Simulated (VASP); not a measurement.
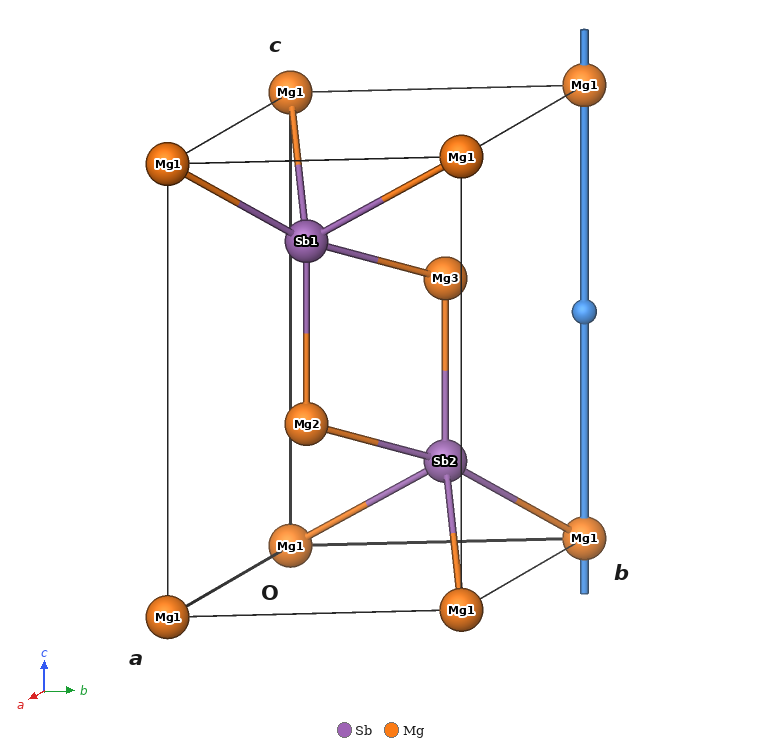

For Mg3Sb2, the geometry relaxed with VASP Kohn-Sham DFT of a periodic cell, vdW-DF, VASP PAW PBE potentials, recommended (VASP): the coloured rod is the axis of a symmetry operation of the crystal, the small sphere its inversion point. Symmetry computed with spglib at a tolerance of 0.002 Å; standard conventional cell.

a = 4.636 Å, b = 4.636 Å, c = 7.385 Å, α = 90.00°, β = 90.00°, γ = 120.00°.

```tsv
atom	x	y	z
Sb1	0.6667	0.3333	0.7715
Sb2	0.3333	0.6667	0.2285
Mg1	0.0000	0.0000	0.0000
Mg2	0.6667	0.3333	0.3684
Mg3	0.3333	0.6667	0.6316
```

Take the operation x, y, z → x−y+1, x+1, −z+1.

What kind of operation is it, and where does it lie?

Answer. It is a −3 rotoinversion axis with its inversion point at (0, 1, 1/2), along [0 0 1].

Onto which atom does it carry each atom (up to whole multiples of a, b and c)?

Answer. Sb1 → Sb2, Sb2 → Sb1, Mg1 → Mg1, Mg2 → Mg3, Mg3 → Mg2.

What is the crystal's space group?

Answer. No. 164, P-3m1.
